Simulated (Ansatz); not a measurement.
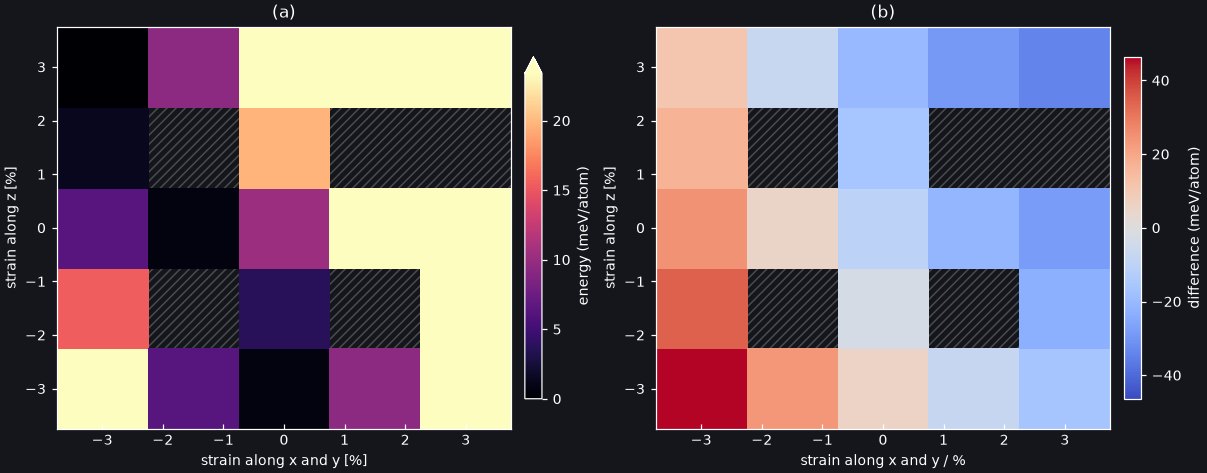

Au (Im-3m, No. 229; 1 atom in the cell). The cell is strained homogeneously, by one strain along x and y and another along z, with fractional coordinates fixed (x, y and z along the cube axes). Coordinates scanned: (1) strain along x and y; (2) strain along z. Grid: 5 × 5 points. At 5 points there is no value. Points are written as (first, second). Energies: meV/atom, counted from each map's own lowest point. The reference cell is the one listed in the database, not relaxed at this level. All numbers below come from DFT r2SCAN, scalar-relativistic, plane waves, PAW in Ansatz. Settings: cutoff 500 eV, k-mesh 20×20×20, gaussian smearing 0.15 eV, no spin polarisation.

Panel (a): DFT r2SCAN, scalar-relativistic, plane waves, PAW (Ansatz). Panel (b): the map at DFT PBEsol, scalar-relativistic, plane waves, PAW in Ansatz less the map of (a), each from its own lowest point.

How does the change of method alter the landscape?

The difference runs from −34 meV/atom at (3.0 %, 3.0 %) to 46 meV/atom at (−3.0 %, −3.0 %).
